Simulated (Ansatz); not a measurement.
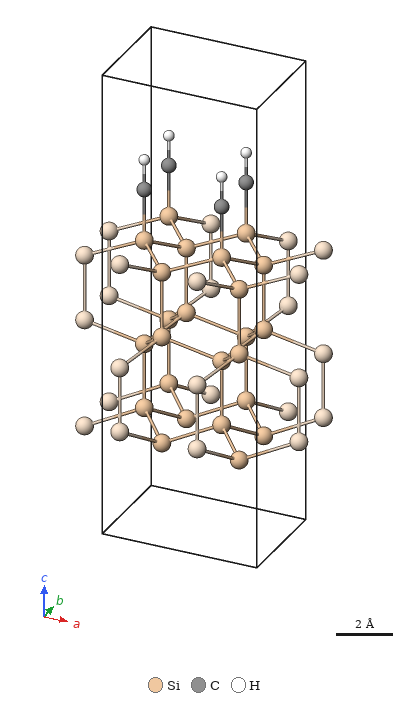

*The structure as given in the input (ball-and-stick view of the 2 × 2 repeat of the cell, with the vacuum cut short, seen slightly off an axis; neighbours outside the cell are drawn fainter). An atom can appear more than once, as a periodic image.*

Near neighbours in the periodic cell (some may lie outside the picture): Si has 3 Si at 2.35 Å; Si has 4 Si at 2.31 to 2.39 Å; Si has 1 C at 1.88 Å and 3 Si at 2.31 Å; C has 1 H at 1.10 Å and 1 Si at 1.88 Å; H has 1 C at 1.10 Å.

## Run report: CHSi$_{6}$, geometry relaxation (part 1 of 3)

System: CHSi$_{6}$ (slab, 8 atoms in the cell).
Method: DFT PBEsol, scalar-relativistic, plane waves, PAW, spin-polarised (Ansatz 0.2.0).

The structure derives from a Materials Project entry. The input holds or restrains some coordinates. Forces given for the steps count only the free coordinates. It belongs to a series of runs on one base structure; here: CH put at a top Si site.

Output
```
Engine: ansatz 0.2.0, x86_64-unknown-linux-gnu
Pseudopotentials: kind: paw
Pseudopotential: Si, paw, valence charge 4, recommended cutoff 420 eV (normal), Si.paw.azcp
Pseudopotential: C, paw, valence charge 4, recommended cutoff 420 eV (normal), C.paw.azcp
Pseudopotential: H, paw, valence charge 1, recommended cutoff 420 eV (normal), H.paw.azcp
Functional definition: PBEsol
  exchange = pbesol_x
  correlation = pbesol_c
Crystal: 8 atoms, lattice volume = 344.885 Å³
Basis set: ecut = 420 eV, 6739 PW (Γ), exchange–correlation on 54×54×384 points (8 copies of the dense FFT grid, shifted against one another)
Bands: 23, of which v1, the nominal top of the filled ones, is band 15 counted from 1 (14 counted from 0)
Symmetry: 6 space group operations
k-points: 12 of 81 (time reversal used)
Non-local potential: Si, projectors of the file, l = 0: 2, l = 1: 2, l = 2: 2
Non-local potential: C, projectors of the file, l = 0: 2, l = 1: 2, l = 2: 1
Non-local potential: H, projectors of the file, l = 0: 2, l = 1: 1
PAW form: soft (Blöchl's): semilocal exchange-correlation on the pseudo side does not see the compensation charge
PAW frozen core: Si, regenerated for the run's functional, and the local potential with it (the file was generated under x = pbe(κ = 0.804, μ = 0.2195149727645171), c = pbe(β = 0.06672455060314922))
PAW frozen core: C, regenerated for the run's functional, and the local potential with it (the file was generated under x = pbe(κ = 0.804, μ = 0.2195149727645171), c = pbe(β = 0.06672455060314922))
PAW one-centre angular grid: Si, 110 points (default); XC on 64 Gauss nodes
PAW one-centre angular grid: C, 110 points (default); XC on 64 Gauss nodes
PAW one-centre angular grid: H, 110 points (default); XC on 64 Gauss nodes
Initial density: superposition of atomic densities (neutral atoms: chi_scale 0, normalization atom)
Starting moments: Σ|m| = 1 μB on 1 of 8 sites
Initial wavefunctions: pseudopotential atomic-orbital guess
Functional: x = pbesol(κ = 0.804, μ = 0.12345679012345678), c = pbesol(β = 0.046)
SCF iter   1: F=—  HF=-3987.572776 eV  |F-HF|=—  |Δ(HF+E_count)|=         —  Δρ=2.35e-2 (↑2.30e-2 ↓2.35e-2)  dr2=3.69e1  dr2_m=5.27e-2  M=0.904 μB ∫|m|=1.046 μB  β_m=1.00  ethr=3.10e-3  p=0.000 e·Å  D=2.67e-7 V/Å  ΔV_dip=-0.00 eV  dr2_dipole=1.58e1  V_vac-E_F(+/−)=6.79/6.79 eV  ⟨swp⟩=8.9  Hψ=3830  notcnv=0  defer=5
efield: sawtooth ramp at fractional position 0.9754 (placed from the atoms, in the widest stretch of the axis that holds none; the zero of the levels goes with the place), width 0.0400; the density the first Hamiltonian is built on has a dipole p = 0.000 e·Å; the dipole correction subtracts the counter field D = 2.67e-7 V/Å, which shifts the + side's vacuum level by -0.00 eV against the − side's; the planar-averaged density in the ramp window peaks in size at 6.6e-7 e/Å³
preconditioner: auto → LDOS  [metal: Δε(μ)=0.024 eV  Ē_g=8.296 eV  σ=0.050 eV  W_gap=0.27  n_scr=14 (ndim 8)  ℏωp=10.8 eV  f_vac=0.508  D(μ)=1.79/eV (n_scr^D=8)]
spin=Collinear: LDOS preconditioning applied to the charge; magnetization (m = ρ↑ − ρ↓) channel mixes plain (no charge-response kernel on spin).
SCF iter   2: F=—  HF=-3986.265516 eV  |F-HF|=—  |Δ(HF+E_count)|=    1.31e0  Δρ=1.22e-2 (↑1.17e-2 ↓1.22e-2)  dr2=8.55e0  dr2_m=4.12e-2  M=1.079 μB ∫|m|=1.221 μB  β_m=1.00  ethr=3.10e-3  p=-0.083 e·Å  D=-4.35e-2 V/Å  ΔV_dip=1.18 eV  dr2_dipole=4.03e0  V_vac-E_F(+/−)=6.44/5.25 eV  ⟨swp⟩=3.4  Hψ=1229  notcnv=0  defer=60  κ⁻¹=1.0e0(r=1)
SCF iter   3: F=—  HF=-3986.030266 eV  |F-HF|=—  |Δ(HF+E_count)|=   2.35e-1  Δρ=1.19e-2 (↑1.19e-2 ↓8.57e-3)  dr2=1.60e0  dr2_m=6.37e-2  M=1.359 μB ∫|m|=1.707 μB  β_m=1.00  ethr=3.10e-3  p=-0.020 e·Å  D=-1.04e-2 V/Å  ΔV_dip=0.28 eV  dr2_dipole=1.05e-2  V_vac-E_F(+/−)=5.90/5.61 eV  ⟨swp⟩=2.0  Hψ=599  notcnv=0  defer=60  κ⁻¹=2.3e-3(r=2)
SCF iter   4: F=—  HF=-3985.663114 eV  |F-HF|=—  |Δ(HF+E_count)|=   3.67e-1  Δρ=5.52e-3 (↑5.52e-3 ↓2.61e-3)  dr2=1.34e-1  dr2_m=3.17e-2  M=1.389 μB ∫|m|=2.069 μB  β_m=1.00  ethr=3.10e-3  p=0.067 e·Å  D=3.52e-2 V/Å  ΔV_dip=-0.96 eV  dr2_dipole=8.11e-3  V_vac-E_F(+/−)=4.31/5.27 eV  ⟨swp⟩=2.7  Hψ=1216  notcnv=0  defer=62  κ⁻¹=7.1e-5(r=3)
SCF iter   5: F=—  HF=-3985.709413 eV  |F-HF|=—  |Δ(HF+E_count)|=   4.63e-2  Δρ=3.48e-3 (↑3.48e-3 ↓1.82e-3)  dr2=5.04e-2  dr2_m=1.31e-2  M=1.289 μB ∫|m|=2.334 μB  β_m=1.00  ethr=4.62e-4  p=0.074 e·Å  D=3.90e-2 V/Å  ΔV_dip=-1.06 eV  dr2_dipole=4.21e-4  V_vac-E_F(+/−)=4.05/5.11 eV  ⟨swp⟩=2.5  Hψ=820  notcnv=0  defer=65  κ⁻¹=4.8e-5(r=4)
SCF iter   6: F=—  HF=-3985.740334 eV  |F-HF|=—  |Δ(HF+E_count)|=   3.09e-2  Δρ=1.76e-3 (↑1.76e-3 ↓1.38e-3)  dr2=8.81e-3  dr2_m=5.65e-3  M=1.097 μB ∫|m|=2.565 μB  β_m=1.20  ethr=1.74e-4  p=0.088 e·Å  D=4.61e-2 V/Å  ΔV_dip=-1.26 eV  dr2_dipole=8.18e-4  V_vac-E_F(+/−)=3.68/4.93 eV  ⟨swp⟩=3.0  Hψ=1003  notcnv=0  defer=65
Mixer restart at iter 6: flushing history
spin-set hold released at iteration 6 (site moments contracting): the magnetisation degrees of freedom join the quasi-Newton model from the next iteration; the mixer history was flushed
SCF iter   7: F=—  HF=-3985.769736 eV  |F-HF|=—  |Δ(HF+E_count)|=   2.94e-2  Δρ=1.31e-3 (↑1.31e-3 ↓7.92e-4)  dr2=3.63e-2  dr2_m=1.68e-3  M=1.000 μB ∫|m|=2.745 μB  β_m=0.56  ethr=3.04e-5  p=0.087 e·Å  D=4.55e-2 V/Å  ΔV_dip=-1.24 eV  dr2_dipole=1.62e-2  V_vac-E_F(+/−)=3.65/4.89 eV  ⟨swp⟩=2.4  Hψ=1039  notcnv=0  defer=65  recentre
density mixer auto → msr1: a metal under ldos (density of states about μ 0.65 of a free-electron gas's, 14 screened modes)
SCF iter   8: F=—  HF=-3985.759378 eV  |F-HF|=—  |Δ(HF+E_count)|=   1.04e-2  Δρ=1.46e-3 (↑1.46e-3 ↓1.08e-3)  dr2=1.26e-2  dr2_m=4.40e-3  M=1.023 μB ∫|m|=2.669 μB  β_m=0.78  ethr=3.04e-5  p=0.085 e·Å  D=4.44e-2 V/Å  ΔV_dip=-1.21 eV  dr2_dipole=5.54e-3  V_vac-E_F(+/−)=3.67/4.88 eV  ⟨swp⟩=2.3  Hψ=927  notcnv=0  defer=65
SCF iter   9: F=—  HF=-3985.772108 eV  |F-HF|=—  |Δ(HF+E_count)|=   1.27e-2  Δρ=9.40e-4 (↑9.40e-4 ↓5.64e-4)  dr2=1.10e-2  dr2_m=1.68e-3  M=1.001 μB ∫|m|=2.725 μB  β_m=0.89  ethr=3.04e-5  p=0.081 e·Å  D=4.25e-2 V/Å  ΔV_dip=-1.16 eV  dr2_dipole=5.49e-3  V_vac-E_F(+/−)=3.69/4.84 eV  ⟨swp⟩=2.6  Hψ=835  notcnv=0  defer=61
SCF iter  10: F=—  HF=-3985.775665 eV  |F-HF|=—  |Δ(HF+E_count)|=   3.56e-3  Δρ=5.19e-4 (↑5.19e-4 ↓4.08e-4)  dr2=3.98e-3  dr2_m=5.90e-4  M=1.000 μB ∫|m|=2.742 μB  β_m=0.87  ethr=3.04e-5  p=0.077 e·Å  D=4.04e-2 V/Å  ΔV_dip=-1.10 eV  dr2_dipole=1.21e-3  V_vac-E_F(+/−)=3.69/4.80 eV  ⟨swp⟩=1.8  Hψ=593  notcnv=0  defer=61
SCF iter  11: F=—  HF=-3985.776924 eV  |F-HF|=—  |Δ(HF+E_count)|=   1.26e-3  Δρ=2.70e-4 (↑2.70e-4 ↓1.79e-4)  dr2=1.76e-3  dr2_m=1.43e-4  M=1.000 μB ∫|m|=2.759 μB  β_m=0.91  ethr=1.37e-5  p=0.075 e·Å  D=3.93e-2 V/Å  ΔV_dip=-1.07 eV  dr2_dipole=7.92e-4  V_vac-E_F(+/−)=3.69/4.76 eV  ⟨swp⟩=2.6  Hψ=778  notcnv=0  defer=64
SCF iter  12: F=—  HF=-3985.777261 eV  |F-HF|=—  |Δ(HF+E_count)|=   3.37e-4  Δρ=9.21e-5 (↑9.21e-5 ↓7.16e-5)  dr2=1.90e-4  dr2_m=1.47e-5  M=1.000 μB ∫|m|=2.765 μB  β_m=0.79  ethr=6.05e-6  p=0.073 e·Å  D=3.84e-2 V/Å  ΔV_dip=-1.05 eV  dr2_dipole=1.44e-5  V_vac-E_F(+/−)=3.70/4.74 eV  ⟨swp⟩=2.2  Hψ=748  notcnv=0  defer=66
SCF iter  13: F=-3985.777284 eV  HF=-3985.777285 eV  |F-HF|=1.08e-6  |Δ(HF+E_count)|=   2.37e-5  Δρ=1.71e-5 (↑1.59e-5 ↓1.71e-5)  dr2=5.86e-6  dr2_m=3.88e-7  M=1.000 μB ∫|m|=2.769 μB  ethr=7.76e-8  p=0.073 e·Å  D=3.82e-2 V/Å  ΔV_dip=-1.04 eV  dr2_dipole=8.46e-8  V_vac-E_F(+/−)=3.69/4.73 eV  ⟨swp⟩=21.9  Hψ=6809  notcnv=0
SCF 1 converged in 13 iterations: F = -3985.777284 eV  dr2 = 5.86e-6
  greatest PAW one-centre occupation: 0.689 electrons in one spin orbital (limit 2), on the C atom at site 6 (counted from 0), in its partial waves of l = 0
relax step   1: F+E_penalty+E_count = -3985.77728391 eV  Δ(F+E_penalty+E_count) = +0.000e0 eV  max|allowed force component| = 2.598e0 eV/Å  Δτ_max = 0.0000 Å  (13 SCF iters, dr2 threshold 2.25e-5 eV, accepted)
Initial density: handed on by an earlier stage of this run
Starting moments: Σ|m| = 1 μB on 1 of 8 sites; this step starts from the density that it was given
Initial wavefunctions: those handed on with the density
iter 1 solved again at ethr=2.39e-4 eV; its pass at ethr=3.10e-3 eV (dr2=6.93e-2 eV) is discarded
SCF iter   1: F=—  HF=-3985.907096 eV  |F-HF|=—  |Δ(HF+E_count)|=         —  Δρ=4.37e-3 (↑2.65e-3 ↓4.37e-3)  dr2=8.42e-2  dr2_m=1.85e-2  M=0.920 μB ∫|m|=2.709 μB  β_m=1.20  ethr=2.39e-4  p=0.073 e·Å  D=3.82e-2 V/Å  ΔV_dip=-1.04 eV  dr2_dipole=1.42e-2  V_vac-E_F(+/−)=3.71/4.75 eV  ⟨swp⟩=2.1  Hψ=2700  notcnv=0  defer=64
efield: sawtooth ramp at fractional position 0.9754 (handed on by an earlier solve), width 0.0400; the density the first Hamiltonian is built on has a dipole p = 0.073 e·Å; the dipole correction subtracts the counter field D = 3.82e-2 V/Å, which shifts the + side's vacuum level by -1.04 eV against the − side's; the planar-averaged density in the ramp window peaks in size at 1.2e-6 e/Å³
eigensolver tolerance schedule calibrated: the retry pair's looser diagonalisation under-reported the residual by θ = 0.18 (0.16/decade); ethr = c·dr2/N_el runs at the constant in force after the calibration composes with the one it found (an armed cap, an earlier calibration), c = 3.9e-2
preconditioner: auto → LDOS  [metal: Δε(μ)=0.065 eV  Ē_g=8.069 eV  σ=0.050 eV  W_gap=0.49  n_scr=14 (ndim 8)  ℏωp=10.8 eV  f_vac=0.525  D(μ)=1.73/eV (n_scr^D=8)]
spin=Collinear: LDOS preconditioning applied to the charge; magnetization (m = ρ↑ − ρ↓) channel mixes plain (no charge-response kernel on spin).
SCF iter   2: F=—  HF=-3985.930667 eV  |F-HF|=—  |Δ(HF+E_count)|=   2.36e-2  Δρ=1.96e-3 (↑1.71e-3 ↓1.96e-3)  dr2=7.48e-2  dr2_m=2.69e-4  M=0.894 μB ∫|m|=2.695 μB  β_m=1.20  ethr=1.14e-4  p=0.073 e·Å  D=3.84e-2 V/Å  ΔV_dip=-1.04 eV  dr2_dipole=2.48e-2  V_vac-E_F(+/−)=3.72/4.76 eV  ⟨swp⟩=2.1  Hψ=975  notcnv=0  defer=64  κ⁻¹=1.0e0(r=1)
preconditioner: auto → none  [insulator: Δε(μ)=0.081 eV  Ē_g=8.061 eV  σ=0.050 eV  W_gap=0.59  n_scr=14 (ndim 8)  ℏωp=10.8 eV  f_vac=0.525  D(μ)=1.68/eV (n_scr^D=8)  ε∞_Penn≈2.8]
density mixer auto → broyden: gapped, with few screened modes (density of states about μ 0.64 of a free-electron gas's, 14 screened modes)
SCF iter   3: F=—  HF=-3986.161631 eV  |F-HF|=—  |Δ(HF+E_count)|=   2.31e-1  Δρ=9.71e-3 (↑9.71e-3 ↓1.97e-3)  dr2=9.80e0  dr2_m=5.47e-2  M=1.000 μB ∫|m|=2.004 μB  β_m=1.20  ethr=1.01e-4  p=-0.014 e·Å  D=-7.44e-3 V/Å  ΔV_dip=0.20 eV  dr2_dipole=5.33e0  V_vac-E_F(+/−)=4.49/4.29 eV  ⟨swp⟩=4.2  Hψ=1203  notcnv=0  defer=59  κ⁻¹=1.6e-3(r=2)
SCF iter   4: F=—  HF=-3985.926429 eV  |F-HF|=—  |Δ(HF+E_count)|=   2.35e-1  Δρ=9.27e-4 (↑8.88e-4 ↓9.27e-4)  dr2=1.91e-2  dr2_m=3.12e-4  M=0.931 μB ∫|m|=2.678 μB  β_m=1.20  ethr=1.01e-4  p=0.069 e·Å  D=3.60e-2 V/Å  ΔV_dip=-0.98 eV  dr2_dipole=1.21e-3  V_vac-E_F(+/−)=3.81/4.79 eV  ⟨swp⟩=3.4  Hψ=1064  notcnv=0  defer=66  κ⁻¹=6.2e-4(r=3)
SCF iter   5: F=—  HF=-3985.925207 eV  |F-HF|=—  |Δ(HF+E_count)|=   1.22e-3  Δρ=7.18e-4 (↑7.18e-4 ↓6.80e-4)  dr2=4.74e-3  dr2_m=1.82e-4  M=0.942 μB ∫|m|=2.682 μB  β_m=1.20  ethr=2.59e-5  p=0.067 e·Å  D=3.54e-2 V/Å  ΔV_dip=-0.96 eV  dr2_dipole=2.73e-4  V_vac-E_F(+/−)=3.75/4.71 eV  ⟨swp⟩=2.1  Hψ=664  notcnv=0  defer=65  κ⁻¹=9.9e-5(r=4)
SCF iter   6: F=—  HF=-3985.925020 eV  |F-HF|=—  |Δ(HF+E_count)|=   1.87e-4  Δρ=2.51e-4 (↑2.51e-4 ↓2.25e-4)  dr2=1.93e-3  dr2_m=7.97e-6  M=0.949 μB ∫|m|=2.690 μB  β_m=1.20  ethr=6.42e-6  p=0.072 e·Å  D=3.75e-2 V/Å  ΔV_dip=-1.02 eV  dr2_dipole=6.91e-4  V_vac-E_F(+/−)=3.71/4.73 eV  ⟨swp⟩=2.0  Hψ=851  notcnv=0  defer=65  κ⁻¹=4.1e-5(r=5)
SCF iter   7: F=—  HF=-3985.924919 eV  |F-HF|=—  |Δ(HF+E_count)|=   1.00e-4  Δρ=1.23e-4 (↑1.23e-4 ↓9.93e-5)  dr2=1.71e-4  dr2_m=2.35e-5  M=0.945 μB ∫|m|=2.693 μB  β_m=1.20  ethr=2.61e-6  p=0.074 e·Å  D=3.86e-2 V/Å  ΔV_dip=-1.05 eV  dr2_dipole=9.50e-5  V_vac-E_F(+/−)=3.67/4.72 eV  ⟨swp⟩=2.2  Hψ=696  notcnv=0  defer=65  κ⁻¹=7.3e-6(r=6)
iter 8 did not close the SCF: its close was put off for a magnetic moment that had not settled (scf_convergence_deferred on its scf_iter line)
SCF iter   8: F=-3985.924977 eV  HF=-3985.924965 eV  |F-HF|=1.22e-5  |Δ(HF+E_count)|=   4.53e-5  Δρ=6.03e-5 (↑6.03e-5 ↓6.02e-5)  dr2=1.89e-5  dr2_m=5.11e-6  M=0.942 μB ∫|m|=2.690 μB  β_m=1.20  ethr=1.35e-7  p=0.074 e·Å  D=3.91e-2 V/Å  ΔV_dip=-1.06 eV  dr2_dipole=3.48e-8  V_vac-E_F(+/−)=3.67/4.73 eV  ⟨swp⟩=18.3  Hψ=5779  notcnv=0  κ⁻¹=6.0e-7(r=7)
SCF iter   9: F=-3985.924978 eV  HF=-3985.924979 eV  |F-HF|=3.05e-7  |Δ(HF+E_count)|=   1.40e-5  Δρ=2.72e-5 (↑2.61e-5 ↓2.72e-5)  dr2=8.41e-6  dr2_m=1.27e-7  M=0.940 μB ∫|m|=2.688 μB  ethr=2.56e-8  p=0.074 e·Å  D=3.91e-2 V/Å  ΔV_dip=-1.06 eV  dr2_dipole=1.35e-6  V_vac-E_F(+/−)=3.67/4.73 eV  ⟨swp⟩=12.7  Hψ=4770  notcnv=0
SCF 2 converged in 9 iterations: F = -3985.924978 eV  dr2 = 8.41e-6
  greatest PAW one-centre occupation: 0.691 electrons in one spin orbital (limit 2), on the C atom at site 6 (counted from 0), in its partial waves of l = 0
relax step   2: F+E_penalty+E_count = -3985.92497840 eV  Δ(F+E_penalty+E_count) = -1.477e-1 eV  max|allowed force component| = 1.414e0 eV/Å  Δτ_max = 0.1338 Å  (9 SCF iters, dr2 threshold 1.00e-4 eV, accepted)
```
